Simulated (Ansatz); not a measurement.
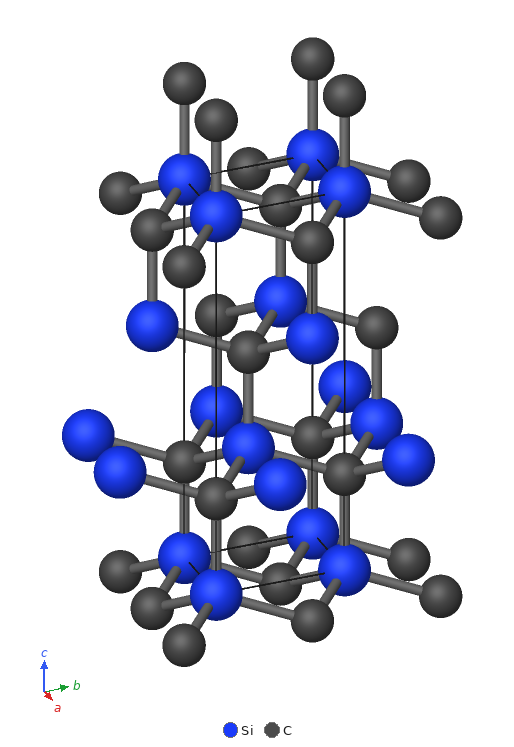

A ball-and-stick rendering, viewed slightly off an axis. The wireframe shows the conventional unit cell. Every bond is drawn to its end, so some atoms lie outside the box.

SiC, space group R3m (No. 160), a = 3.264 Å, b = 3.264 Å, c = 7.472 Å, α = 90.00°, β = 90.00°, γ = 120.00°. The model was built from a structure type filled with these elements by a generator (whether the compound takes this form wasn't checked). The cell was then strained or its atoms displaced on purpose. It was run through Ansatz as a DFT input.

This one geometry was computed with Ansatz (DFT, plane waves, PAW) at three levels of theory: HSE06, PBE and r2SCAN. It was relaxed with r2SCAN and then strained.

Which level gives the highest pressure at this volume, and what does that say about its equilibrium volume?

Answer. Highest: PBE (-15.3 GPa), which points to the largest equilibrium volume. Lowest, with the smallest volume: HSE06 (-20.2 GPa). Levels within 0.5 GPa of each other can't be told apart.

How does the band gap change with the level of theory?

Answer. PBE: a gap of 1.09 eV, indirect; r2SCAN: a gap of 1.40 eV, indirect; HSE06: a gap of 1.94 eV, indirect.

Collect the results in a table.

Answer.
| level | cutoff (eV) | k-mesh of the run's cell | gap (eV) | pressure (GPa) |
| --- | --- | --- | --- | --- |
| HSE06 | 420 | 8×8×8 | 1.94 | -20.2 |
| PBE | 420 | 10×10×10 | 1.09 | -15.3 |
| r2SCAN | 500 | 10×10×10 | 1.40 | -18.8 |

Gaps are taken on the k-mesh or band path of each run.
